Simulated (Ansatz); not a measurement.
## Run report: ScAl, geometry relaxation

ScAl (Pm-3m, 2 atoms in the cell), computed with DFT PBEsol, scalar-relativistic, plane waves, PAW, no spin polarisation (Ansatz 0.2.0).

The structure derives from a Materials Project entry. It belongs to a series of runs on one base structure; here: relaxed under PBEsol.

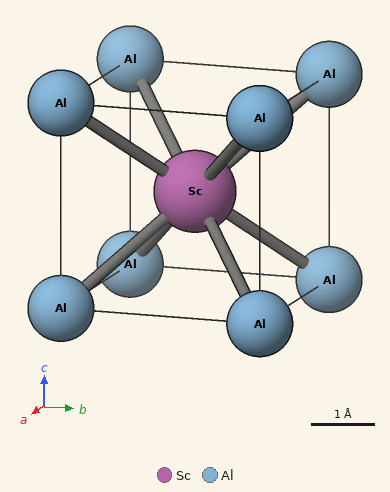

*The starting structure (ball-and-stick view of the cell of the calculation, seen slightly off an axis).*

Results in brief:

| quantity | value |
| --- | --- |
| outcome | converged |
| space group (tolerance 0.01 Å) | Pm-3m (221) |
| electrons treated | 14 |
| free energy | −2636.8838 eV |
| Fermi energy | 9.743 eV |
| gap on the k-point mesh | none (metallic) |
| pressure | 0.00 GPa |
| final volume | 37.52 Å³ |
| largest force (length of the vector) at the end | under 0.001 eV/Å |
| final cell | a = 3.348 Å, b = 3.348 Å, c = 3.348 Å, α = 90.00°, β = 90.00°, γ = 90.00° |
| hardware | 1 thread of Intel Xeon @ 2.50GHz (Skylake/Cascade Lake), 192 GiB of memory available, shared host |
| wall time | 8 s |
| peak memory | 0.4 GiB |

Results for this metal are sensitive to the k-point mesh.

Input file:
```yaml
crystal:
  lattice:
    - [3.3478901151, 0.0, 0.0]
    - [0.0, 3.3478901151, 0.0]
    - [0.0, 0.0, 3.3478901151]
  atoms:
    - { symbol: Sc, position: [0.5, 0.5, 0.5] }
    - { symbol: Al, position: [0.0, 0.0, 0.0] }
basis:
  ecutwfc: 420
kpoints:
  mp_grid: { grid: [12, 12, 12] }
hamiltonian:
  xc: pbesol
scf:
  occupations: { method: fermi_dirac, width: 0.15 }
output:
  forces: true
  stress: true
  eigenvalues: true
relax:
  adjacent_minimum: "off"
  f_tol: 0.001
  max_steps: 60
  cell: { stress_tol: 0.01 }
```

Run as:
```bash
ansatz run input.yaml --threads 1 --pin off --max-ram 3072MiB --backend cpu --events-out ev --progress --plain --runs-dir out
```

What the program printed:
```
Engine: ansatz 0.2.0, x86_64-unknown-linux-gnu
Pseudopotentials: kind: paw
Pseudopotential: Sc, paw, valence charge 11, recommended cutoff 420 eV (normal), Sc.paw.azcp
Pseudopotential: Al, paw, valence charge 3, recommended cutoff 420 eV (normal), Al.paw.azcp
Functional definition: PBEsol
  exchange = pbesol_x
  correlation = pbesol_c
Crystal: 2 atoms, lattice volume = 37.524 Å³
Basis set: ecut = 420 eV, 739 PW (Γ), exchange–correlation on 48×48×48 points (8 copies of the dense FFT grid, shifted against one another)
Bands: 11, of which v1, the nominal top of the filled ones, is band 7 counted from 1 (6 counted from 0)
Symmetry: 48 space group operations
Space group: Pm-3m (ITA 221), of the structure as read, at distance tolerance 3.3e-5 Å
k-points: 84 of 1728
Non-local potential: Sc, projectors of the file, l = 0: 3, l = 1: 2, l = 2: 3, l = 3: 1
Non-local potential: Al, projectors of the file, l = 0: 2, l = 1: 2, l = 2: 1
PAW form: soft (Blöchl's): semilocal exchange-correlation on the pseudo side does not see the compensation charge
PAW frozen core: Sc, regenerated for the run's functional, and the local potential with it (the file was generated under x = pbe(κ = 0.804, μ = 0.2195149727645171), c = pbe(β = 0.06672455060314922))
PAW frozen core: Al, regenerated for the run's functional, and the local potential with it (the file was generated under x = pbe(κ = 0.804, μ = 0.2195149727645171), c = pbe(β = 0.06672455060314922))
PAW one-centre angular grid: Sc, 590 points (default); XC on 64 Gauss nodes
PAW one-centre angular grid: Al, 110 points (default); XC on 64 Gauss nodes
Initial density: superposition of atomic densities (neutral atoms: chi_scale 0, normalization atom), corrected by the library's trained network
Initial wavefunctions: pseudopotential atomic-orbital guess
Functional: x = pbesol(κ = 0.804, μ = 0.12345679012345678), c = pbesol(β = 0.046)
SCF iter   1: F=—  HF=-2636.885514 eV  |F-HF|=—  |Δ(HF+E_count)|=         —  Δρ=2.61e-3  dr2=4.11e-3  ethr=1.77e-3  ⟨swp⟩=5.0  Hψ=4870  notcnv=0
preconditioner: auto → none  [metal: Δε(μ)=0.104 eV  Ē_g=5.022 eV  σ=0.150 eV  W_gap=0.17  n_scr=6 (ndim 8)  ℏωp=14.8 eV  f_vac=0.000  D(μ)=0.96/eV (n_scr^D=6)  sad-step TF]
SCF iter   2: F=—  HF=-2636.884374 eV  |F-HF|=—  |Δ(HF+E_count)|=   1.14e-3  Δρ=1.65e-3  dr2=1.65e-3  ethr=2.94e-5  ⟨swp⟩=1.0  Hψ=1597  notcnv=0
SCF iter   3: F=—  HF=-2636.883805 eV  |F-HF|=—  |Δ(HF+E_count)|=   5.69e-4  Δρ=1.07e-4  dr2=2.17e-6  ethr=1.18e-5  ⟨swp⟩=2.0  Hψ=1176  notcnv=0
SCF iter   4: F=—  HF=-2636.883807 eV  |F-HF|=—  |Δ(HF+E_count)|=   1.95e-6  Δρ=6.15e-5  dr2=1.94e-6  ethr=1.55e-8  ⟨swp⟩=2.0  Hψ=1633  notcnv=0
SCF iter   5: F=—  HF=-2636.883807 eV  |F-HF|=—  |Δ(HF+E_count)|=   5.28e-7  Δρ=2.10e-5  dr2=2.40e-7  ethr=1.39e-8  ⟨swp⟩=2.2  Hψ=1557  notcnv=0
SCF iter   6: F=-2636.883807 eV  HF=-2636.883807 eV  |F-HF|=8.98e-9  |Δ(HF+E_count)|=   6.41e-8  Δρ=4.65e-6  dr2=1.11e-8  ethr=7.14e-10  ⟨swp⟩=4.4  Hψ=3706  notcnv=0
SCF 1 converged in 6 iterations: F = -2636.883807 eV  dr2 = 1.11e-8
  greatest PAW one-centre occupation: 0.998 electrons in one spin orbital (limit 2), on the Sc atom at site 0 (counted from 0), in its partial waves of l = 0
relax step   1: F+E_penalty+E_count = -2636.88380667 eV  Δ(F+E_penalty+E_count) = +0.000e0 eV  max|allowed force component| = 1.200e-28 eV/Å  Δτ_max = 0.0000 Å  P = +0.000 GPa  Ω = 37.524 Å³  (6 SCF iters, dr2 threshold 1.00e-7 eV, accepted)
Initial density: handed on by an earlier stage of this run
Initial wavefunctions: pseudopotential atomic-orbital guess (no wavefunctions were taken with the density)
iter 1 solved again at ethr=4.35e-9 eV; its pass at ethr=3.10e-3 eV (dr2=6.10e-7 eV) is discarded
SCF iter   1: F=—  HF=-2636.883804 eV  |F-HF|=—  |Δ(HF+E_count)|=         —  Δρ=5.09e-6  dr2=1.44e-8  ethr=4.35e-9  ⟨swp⟩=3.0  Hψ=7877  notcnv=0
preconditioner: auto → none  [metal: Δε(μ)=0.085 eV  Ē_g=5.040 eV  σ=0.150 eV  W_gap=0.14  n_scr=6 (ndim 8)  ℏωp=14.8 eV  f_vac=0.000  D(μ)=0.96/eV (n_scr^D=6)]
SCF iter   2: F=—  HF=-2636.883807 eV  |F-HF|=—  |Δ(HF+E_count)|=   2.37e-6  Δρ=3.17e-6  dr2=6.07e-9  ethr=1.03e-10  ⟨swp⟩=2.2  Hψ=1620  notcnv=0
SCF iter   3: F=—  HF=-2636.883807 eV  |F-HF|=—  |Δ(HF+E_count)|=   1.77e-9  Δρ=8.77e-7  dr2=1.47e-10  ethr=4.33e-11  ⟨swp⟩=2.5  Hψ=1465  notcnv=0
SCF iter   4: F=—  HF=-2636.883807 eV  |F-HF|=—  |Δ(HF+E_count)|=  4.50e-11  Δρ=4.16e-7  dr2=9.75e-11  ethr=1.05e-12  ⟨swp⟩=2.0  Hψ=1190  notcnv=0
SCF iter   5: F=—  HF=-2636.883807 eV  |F-HF|=—  |Δ(HF+E_count)|=  2.82e-11  Δρ=1.73e-7  dr2=1.68e-11  ethr=6.96e-13 (applied; sched 1.00e-12)  ⟨swp⟩=1.8  Hψ=1074  notcnv=0
SCF iter   6: F=-2636.883807 eV  HF=-2636.883807 eV  |F-HF|=1.36e-12  |Δ(HF+E_count)|=  5.91e-12  Δρ=3.72e-8  dr2=5.75e-13  ethr=1.00e-12  ⟨swp⟩=2.7  Hψ=3142  notcnv=0
SCF 2 converged in 6 iterations: F = -2636.883807 eV  dr2 = 5.75e-13
relax step   2: F+E_penalty+E_count = -2636.88380667 eV  Δ(F+E_penalty+E_count) = -6.143e-9 eV  max|allowed force component| = 1.762e-29 eV/Å  Δτ_max = 0.0000 Å  P = +0.000 GPa  Ω = 37.524 Å³  stress off target by 1.20e-4 GPa  SCF on the basis re-selected at this cell (its energy is not comparable with the rows above)  (6 SCF iters)
```

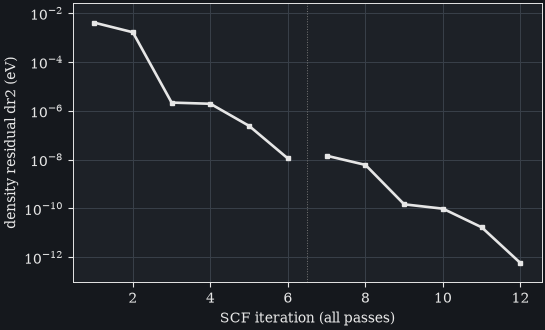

*Convergence of the self-consistent field: density residual dr2 against the SCF iteration. The dotted lines part the SCF passes of the relaxation: geometry steps, rejected trials and re-solves on a re-selected basis.*

The passes take 6 and 6 iterations.

```
basis re-selected at this cell: Δ(F+E_penalty+E_count) = -6.143e-9 eV, ΔP = -0.000 GPa vs the last step (what re-selecting the basis moved, of the pressure what is left beyond the Pulay correction that the steps carried, after the strain that the cell walked since its last selection, with what the two solves' SCF thresholds leave and, on support functions, any second-order correction that the steps lacked; it is no measure of the basis error at this ecutwfc). This SCF's stress stands 1.20e-4 GPa from its target on what of the cell is left free (relax.cell.stress_tol is 1.00e-2 GPa) and its largest allowed force component is 1.76e-29 eV/Å (relax.f_tol is 1.00e-3 eV/Å): within both
SCF converged after 6 iterations
Free energy (F): -2636.883807 eV
Harris-Foulkes:  -2636.883807 eV  (|F-HF|=1.36e-12)
Internal energy: -2636.808159 eV  (E = F + TS)
E sigma→0 (E₀):  -2636.845983 eV
Entropy (-TS):   -0.075647 eV (-37.824 meV/atom)
Fermi energy:    9.742966 eV
--- Per-component energies (eV) ---
  E_band       = -147.664083
  E_kinetic    = 285.253342
  E_local      = -909.930575  (includes V_loc(G=0)·N_el)
  E_nonlocal   = 94.962906
  E_hartree    = 330.374570
  E_xc         = -143.375735
  E_vxc        = -158.551958  (∫ρ·V_xc dr)
  E_paw        = -1387.187278  (= ΣΔE_a)
  E_vpaw       = -120.146960  (= ΣTr[D̂ρ^β])
  E_aug_tail   = 0.000008  (compensation charges beyond the density's cutoff)
  E_ewald      = -907.053561
  E_core_change = 0.148164  (= ΣΔE_core)
  E_smearing   = -0.075647  (= −TS)
  E_closure    = 0.000000  (closes the sum)
  Σ components = -2636.883807   (vs F -2636.883807, Δ=0.00e0)
--- Forces (eV/Å), atoms counted from 1 ---
  atom   1  Sc     0.00000000     0.00000000     0.00000000
  atom   2  Al    -0.00000000     0.00000000    -0.00000000
  max |Σ_I F_I| component: 3.21e-29 eV/Å
--- Stress (GPa, compression-positive) ---
        0.000120      -0.000000       0.000000
        0.000000       0.000120       0.000000
        0.000000       0.000000       0.000120
  P = ⅓ Tr σ = 0.0001 GPa (0.001 kbar)
--- Band table (eV; the first three rows and the last of 84) ---
  k-point 0: bands = ["-39.3941", "-18.0707", "-18.0707", "-18.0707", "1.2355", "9.0640", "9.0640", "12.5442", "12.5442", "12.5442", "13.5713"]
  k-point 1: bands = ["-39.3930", "-18.0841", "-18.0695", "-18.0695", "1.3365", "8.9658", "9.1157", "12.2085", "12.2085", "12.5596", "13.2897"]
  k-point 2: bands = ["-39.3900", "-18.1205", "-18.0663", "-18.0663", "1.6353", "8.5842", "9.2639", "11.6834", "11.6834", "12.6021", "12.8837"]
  k-point 83: bands = ["-39.3463", "-18.2121", "-18.2121", "-18.2121", "7.1723", "7.1723", "7.1723", "9.3954", "12.7151", "12.7151", "12.7151"]
--- Relaxed structure (1 steps of the walk, 1 accepted, 1 SCFs on fresh bases) ---
  F+E_penalty+E_count = -2636.88380667 eV   max|allowed force component| = 1.762e-29 eV/Å   (the final SCF, on the basis selected at the relaxed cell)
  cell:  # Å, volume = 37.5244 Å³
    - [3.3478901151, 0.0, 0.0]
    - [0.0, 3.3478901151, 0.0]
    - [0.0, 0.0, 3.3478901151]
  atoms:
    - { symbol: Sc, position: [0.49999999999999994, 0.49999999999999994, 0.49999999999999994] }
    - { symbol: Al, position: [0.0, 0.0, 0.0] }
```

Trajectory as extended XYZ (Å, eV, eV/Å), 2 frames, from step=1 to step=2:
```
2
Lattice="3.3479 0.0000 0.0000 0.0000 3.3479 0.0000 0.0000 0.0000 3.3479" Properties=species:S:1:pos:R:3:forces:R:3 step=1 energy=-2636.88381 pressure_GPa=0.00
Sc    1.6739    1.6739    1.6739    0.0000   0.0000   0.0000
Al    0.0000    0.0000    0.0000    0.0000   0.0000   0.0000
2
Lattice="3.3479 0.0000 0.0000 0.0000 3.3479 0.0000 0.0000 0.0000 3.3479" Properties=species:S:1:pos:R:3:forces:R:3 step=2 energy=-2636.88381 pressure_GPa=0.00
Sc    1.6739    1.6739    1.6739    0.0000   0.0000   0.0000
Al    0.0000    0.0000    0.0000    0.0000   0.0000   0.0000
```

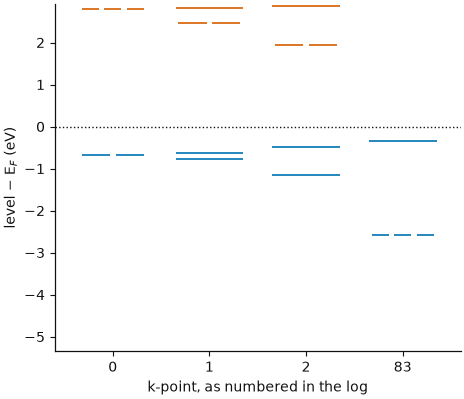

*Kohn–Sham levels near the Fermi level (dotted) at the few k-points that the log prints; levels within 0.02 eV of each other stand side by side.*

The system is metallic on the full mesh.
